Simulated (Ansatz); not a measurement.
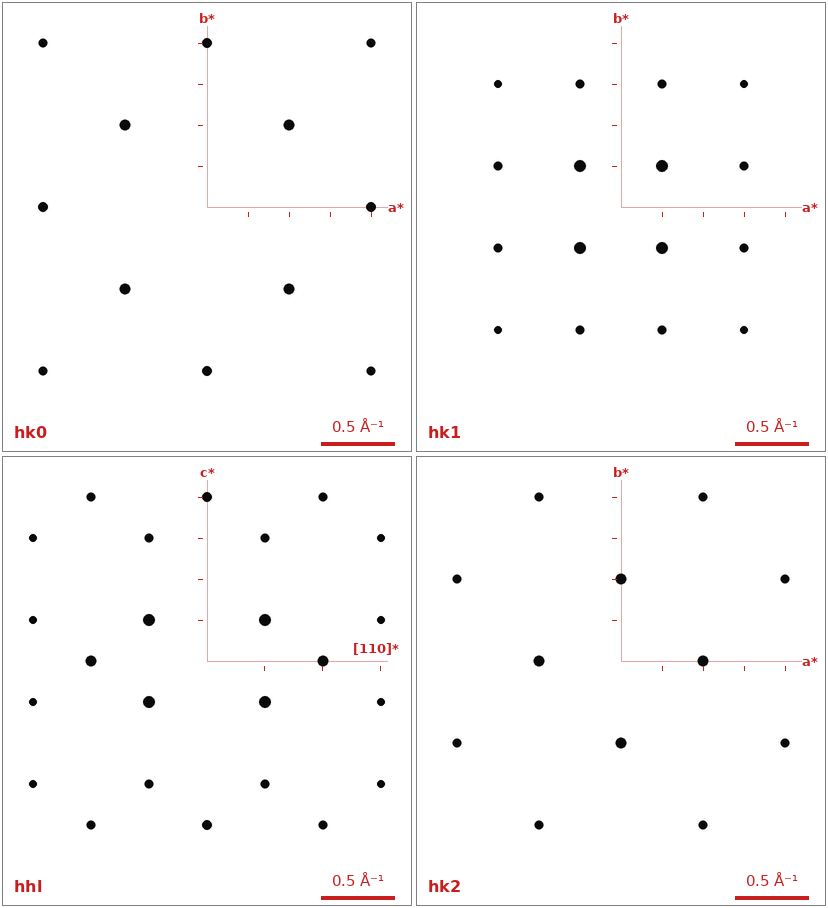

Four undistorted layers of reciprocal space, calculated for a single crystal (X-rays, kinematic |F|², B = 0.5 Å²). Tick marks count the reciprocal lattice steps of the conventional cell along each axis.

**Read the reciprocal cell and give the direct cell.**

a* = 0.281, b* = 0.281, c* = 0.281 Å⁻¹; the cell is cubic with a = 3.56 Å.

**List the systematic absences.**

Reflections are present only under these conditions. hkl: h + k = 2n, h + l = 2n; hk0: h = 2n, h + k = 4n; hhl: h + l = 2n; h00: h = 4n. The lattice is face-centred (F). Further gaps, such as 2 2 2, 4 4 2, come from atoms on special positions, not from the group's general conditions.

**Which space groups fit?**

The intensities have Laue symmetry m-3m (the hk0 layer shows 4mm, hk1 shows 4mm). With these conditions only Fd-3m (No. 227) fits. The compound is C. Structure: the geometry relaxed with Ansatz, DFT, r2SCAN, plane waves (500 eV) with PAW, scalar-relativistic; the starting structure was generated, so it need not be a known form of this composition.
